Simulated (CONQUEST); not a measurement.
## As: 7 runs along one coordinate

System: As (12 atoms in the cell).
Method: Kohn-Sham DFT of a periodic cell, PBEsol, PseudoDojo NC PBEsol, no spin polarisation (CONQUEST 1.3).

The 7 runs differ only in the geometry, by an even scaling of the cell at fixed fractional positions. The structure derives from an entry of the Crystallography Open Database.

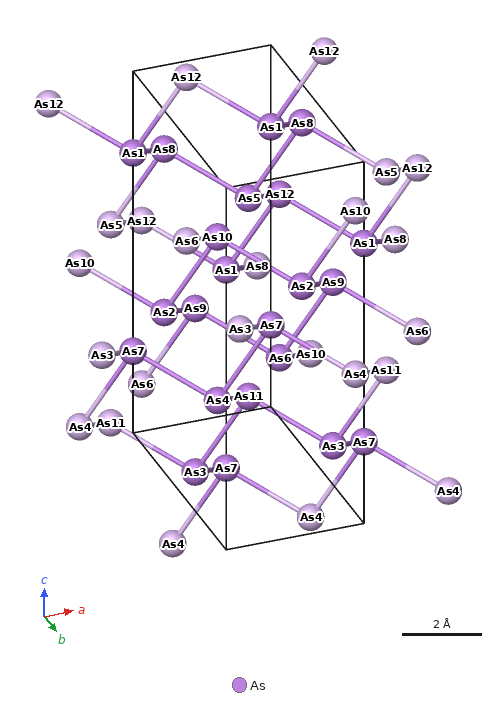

Figure 1. The structure of run 4 (ball-and-stick view of the cell of the calculation, seen at an oblique angle; neighbours outside the cell are drawn fainter; atoms are numbered from 1 in the order of the input). An atom can appear more than once, as a periodic image.

### Input of run 4
```
IO.Title As
IO.Coordinates coords.dat
IO.FractionalAtomicCoords T
IO.Iprint 2
IO.Iprint_init 1
General.NumberOfSpecies 1
General.PseudopotentialType hamann
AtomMove.TypeOfRun static
AtomMove.FullStress T
Grid.PointsAlongX 36
Grid.PointsAlongY 64
Grid.PointsAlongZ 100
DM.SolutionMethod diagon
Diag.MPMesh T
Diag.GammaCentred T
Diag.MPMeshX 7
Diag.MPMeshY 4
Diag.MPMeshZ 3
Diag.kT 0.00183747
minE.SCTolerance 1e-6
SC.MaxIters 100
IO.AtomChargeOutput T
%block ChemicalSpeciesLabel
1 74.920 As
%endblock
```

Command:
```bash
OMP_NUM_THREADS=1 Conquest
```

Lattice vectors (Å) and fractional positions of run 4:
```
   3.761594    0.000000    0.000000
   0.000000    6.515272    0.000000
   0.000000    0.000000   10.542186
As  0.000000  0.000000  0.774000
As  0.000000  0.333333  0.440667
As  0.000000  0.666667  0.107333
As  0.500000  0.166667  0.107333
As  0.500000  0.500000  0.774000
As  0.500000  0.833333  0.440667
As  0.000000  0.000000  0.226000
As  0.000000  0.333333  0.892667
As  0.000000  0.666667  0.559333
As  0.500000  0.166667  0.559333
As  0.500000  0.500000  0.226000
As  0.500000  0.833333  0.892667
```

Run 2 has the same physical settings and fractional positions; its lattice vectors (Å) are:
```
   3.710755    0.000000    0.000000
   0.000000    6.427217    0.000000
   0.000000    0.000000   10.399707
```

### Results, with one run withheld

| run | volume per atom (Å³) | free energy per atom, from the lowest run given (meV) | pressure (GPa) | gap on the mesh (eV) |
| --- | --- | --- | --- | --- |
| 1 | 20.239 | 42.27 | 7.94 | 0.04 |
| 2 | 20.669 | ? | ? | ? |
| 3 | 21.100 | 11.30 | 3.85 | 0.07 |
| 4 | 21.530 | 3.33 | 2.07 | 0.08 |
| 5 | 21.961 | 0.00 | 0.40 | 0.08 |
| 6 | 22.392 | 0.72 | −0.96 | 0.07 |
| 7 | 22.822 | 5.03 | −2.22 | 0.07 |

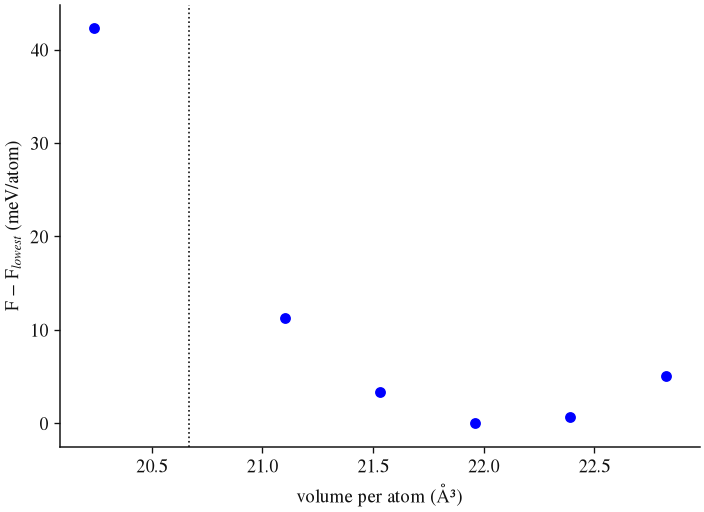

Figure 2. Free energy per atom of the runs given; the dotted line marks run 2.

What should run 2 give?

A cubic polynomial in V^(−2/3) (the Birch–Murnaghan form), fitted to the 6 runs given, misses them by at most 0.06 meV per atom. With x = V^(−2/3) − 0.12875 Å⁻², it reads F = 2.0567 + 2560.3 x + 7.2295e+05 x² − 2.7332e+05 x³ (meV per atom). At run 2 it gives 24.07 meV per atom, and the run itself gives 24.05. The slope of the fit gives a pressure −dF/dV of 5.74 GPa there, and the run prints 5.64 GPa. The two needn't agree exactly: the fit is approximate, and the printed stress is taken on a finite basis. The fit has its minimum at 22.100 Å³ per atom, where V d²F/dV² gives 75.3 GPa. Cell shape and fractional positions are held, so this is the stiffness under even scaling; the relaxed bulk modulus wasn't computed. The gap on the mesh lies between 0.04 eV (run 1) and 0.08 eV (run 4); run 2 has 0.05 eV. These are gaps of this functional on this mesh, which can miss the band edges; they aren't the measured gap.

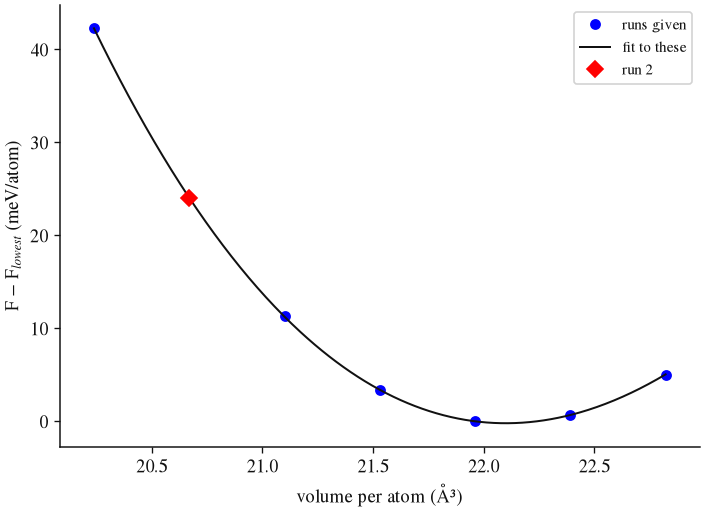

Figure 3. The fit and the withheld run.

### Some lines of the output (run 2)
```
[...]
          DFT Total Energy                 :     -1271.036771623405912 Ha
          Free Energy (E-TS)               :     -1271.044690473661376 Ha
          DFT Total Energy                 :     -1271.042223590296544 Ha
          Free Energy (E-TS)               :     -1271.043060420802249 Ha
          DFT Total Energy                 :     -1271.042454953583047 Ha
          Free Energy (E-TS)               :     -1271.043032991081645 Ha
          DFT Total Energy                 :     -1271.042457595778615 Ha
          Free Energy (E-TS)               :     -1271.043054305060878 Ha
          DFT Total Energy                 :     -1271.042272367936221 Ha
          Free Energy (E-TS)               :     -1271.043031084068161 Ha
          DFT Total Energy                 :     -1271.042461200081334 Ha
      | Free Energy as E-TS      =     -1271.043031084068161 Ha
      |* DFT total energy        =     -1271.042461200081334 Ha
    force: Average pressure:      5.64239338 GPa
```

Notes: With a small basis of atomic orbitals these values can differ much from converged plane-wave results.
